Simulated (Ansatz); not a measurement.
# Nb: 6 runs along one coordinate

System: Nb (P6₃/mmc, 2 atoms in the cell).
Method: DFT, BLYP, plane waves (420 eV) with PAW, scalar-relativistic, no spin polarisation (Ansatz 0.2.0).

The 6 runs differ only in the geometry, by an even scaling of the cell at fixed fractional positions.

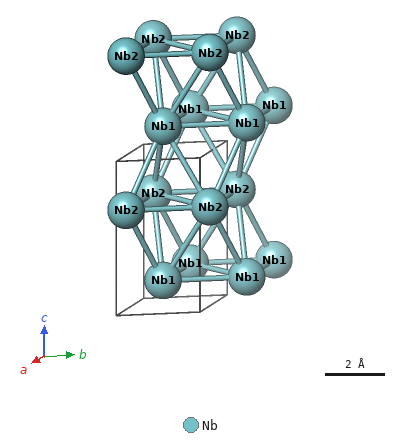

Figure 1. The structure of run 4 (ball-and-stick view of the cell of the calculation, repeated 2 × 2 × 2, seen slightly off an axis; atoms are numbered from 1 in the order of the input).

## Input of run 4
```yaml
crystal:
  lattice:
    - [2.9338229293, 0.0, 0.0]
    - [-1.4669114646, 2.540765187, 0.0]
    - [0.0, 0.0, 5.4258102517]
  atoms:
    - { symbol: Nb, position: [0.3333333333, 0.6666666667, 0.25] }
    - { symbol: Nb, position: [0.6666666667, 0.3333333333, 0.75] }
hamiltonian:
  xc: blyp
  pseudopotentials:
    kind: paw
    azcp:
      Nb: "pseudopotentials/Nb.paw.azcp"
basis:
  ecutwfc: 420
  fft_grid_basis: typed
kpoints:
  mp_grid: { grid: [14, 14, 7], shift: [0, 0, 0] }
magnetization:
  spin_polarized: false
scf:
  occupations: { method: fermi_dirac, width: 0.1 }
  lower_state_search: "off"
output:
  stress: true
```

Lattice vectors (Å) and fractional positions of run 4:
```
   2.933823    0.000000    0.000000
  -1.466911    2.540765    0.000000
   0.000000    0.000000    5.425810
Nb  0.333333  0.666667  0.250000
Nb  0.666667  0.333333  0.750000
```

Run 5 differs from it as follows:
```diff
-    - [2.9338229293, 0.0, 0.0]
-    - [-1.4669114646, 2.540765187, 0.0]
-    - [0.0, 0.0, 5.4258102517]
+    - [2.9709638712, 0.0, 0.0]
+    - [-1.4854819356, 2.5729301862, 0.0]
+    - [0.0, 0.0, 5.494498686]
```

## Results, with one run withheld

```tsv
run	volume per atom (Å³)	free energy per atom, from the lowest run given (meV)	pressure (GPa)
1	17.111	142.37	23.94
2	17.889	50.34	14.29
3	18.667	0.78	6.39
4	20.222	0.00	−5.45
5	21.000	?	?
6	21.778	94.21	−13.43
```

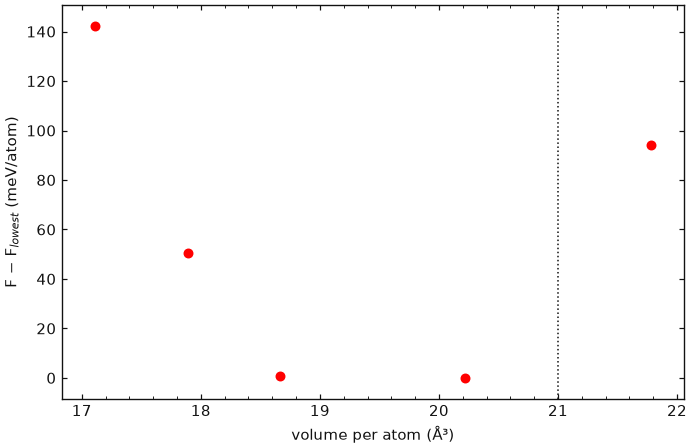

Figure 2. Free energy per atom of the runs given; the dotted line marks run 5.

What should run 5 give?

A cubic polynomial in V^(−2/3) (the Birch–Murnaghan form), fitted to the 5 runs given, misses them by at most 0.02 meV per atom. With x = V^(−2/3) − 0.14037 Å⁻², it reads F = −9.6687 + 4207.6 x + 1.0464e+06 x² − 4.0742e+05 x³ (meV per atom). At run 5 it gives 37.41 meV per atom, and the run itself gives 37.46. The slope of the fit gives a pressure −dF/dV of −9.83 GPa there, and the run prints −9.83 GPa. The fit has its minimum at 19.430 Å³ per atom, where V d²F/dV² gives 147 GPa. Cell shape and fractional positions are held, so this is the stiffness under even scaling; the relaxed bulk modulus wasn't computed.

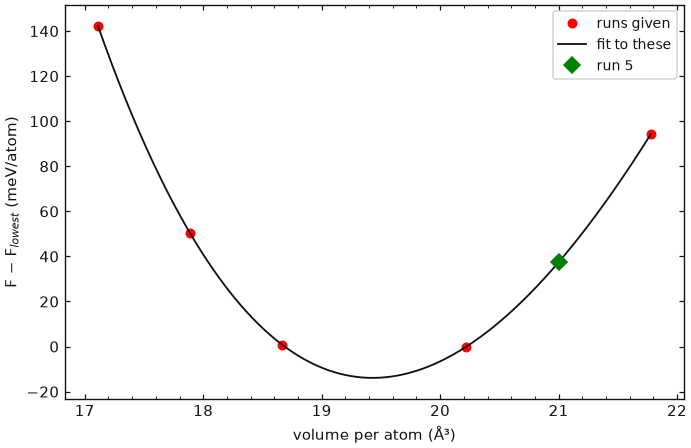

Figure 3. The fit and the withheld run.

## Output, shortened to warnings, some set-up lines, iterations and results (run 5)
```
Basis set: ecut = 420 eV, 823 PW (Γ), exchange–correlation on 40×40×80 points (8 copies of the dense FFT grid, shifted against one another)
Symmetry: 24 space group operations
k-points: 96 of 1372
Initial density: superposition of atomic densities (neutral atoms: chi_scale 0, normalization atom), corrected by the library's trained network
[...]
SCF iter   1: F=—  HF=-9129.656413 eV  |F-HF|=—  |Δ(HF+E_count)|=         —  Δρ=1.07e-2  dr2=6.48e-2  ethr=1.77e-3  ⟨swp⟩=5.1  Hψ=7356  notcnv=0
SCF iter   2: F=—  HF=-9129.643744 eV  |F-HF|=—  |Δ(HF+E_count)|=   1.27e-2  Δρ=6.16e-3  dr2=2.17e-2  ethr=2.49e-4  ⟨swp⟩=1.0  Hψ=2402  notcnv=0
SCF iter   3: F=—  HF=-9129.638951 eV  |F-HF|=—  |Δ(HF+E_count)|=   4.79e-3  Δρ=1.22e-3  dr2=5.98e-4  ethr=8.35e-5  ⟨swp⟩=3.0  Hψ=3122  notcnv=0
SCF iter   4: F=—  HF=-9129.639054 eV  |F-HF|=—  |Δ(HF+E_count)|=   1.03e-4  Δρ=2.16e-4  dr2=1.84e-5  ethr=2.30e-6  ⟨swp⟩=2.1  Hψ=2127  notcnv=0
SCF iter   5: F=—  HF=-9129.639068 eV  |F-HF|=—  |Δ(HF+E_count)|=   1.37e-5  Δρ=4.63e-5  dr2=6.76e-7  ethr=7.09e-8  ⟨swp⟩=2.0  Hψ=2094  notcnv=0
SCF iter   6: F=-9129.639069 eV  HF=-9129.639069 eV  |F-HF|=2.80e-8  |Δ(HF+E_count)|=   8.30e-7  Δρ=9.35e-6  dr2=2.93e-8  ethr=3.85e-10  ⟨swp⟩=4.0  Hψ=5484  notcnv=0
SCF 1 converged in 6 iterations: F = -9129.639069 eV  dr2 = 2.93e-8
SCF converged after 6 iterations
Free energy (F): -9129.639069 eV
Harris-Foulkes:  -9129.639069 eV  (|F-HF|=2.80e-8)
Internal energy: -9129.531478 eV  (E = F + TS)
E sigma→0 (E₀):  -9129.585273 eV
Entropy (-TS):   -0.107591 eV (-53.795 meV/atom)
Fermi energy:    15.654770 eV
--- Per-component energies (eV) ---
  E_band       = -199.923724
  E_kinetic    = 782.809992
  E_local      = -1586.815697  (includes V_loc(G=0)·N_el)
  E_nonlocal   = 240.590946
  E_hartree    = 495.807489
  E_xc         = -342.032781
  E_vxc        = -413.732689  (∫ρ·V_xc dr)
  E_paw        = -6178.765628  (= ΣΔE_a)
  E_vpaw       = -214.394751  (= ΣTr[D̂ρ^β])
  E_aug_tail   = 0.000019  (compensation charges beyond the density's cutoff)
  E_ewald      = -2541.299425
  E_core_change = 0.173607  (= ΣΔE_core)
  E_smearing   = -0.107591  (= −TS)
  E_closure    = -0.000000  (closes the sum)
  Σ components = -9129.639069   (vs F -9129.639069, Δ=0.00e0)
--- Stress (GPa, compression-positive) ---
      -10.412835       0.000000       0.000000
       -0.000000     -10.412835       0.000000
        0.000000       0.000000      -8.678919
  P = ⅓ Tr σ = -9.8349 GPa (-98.349 kbar)
```
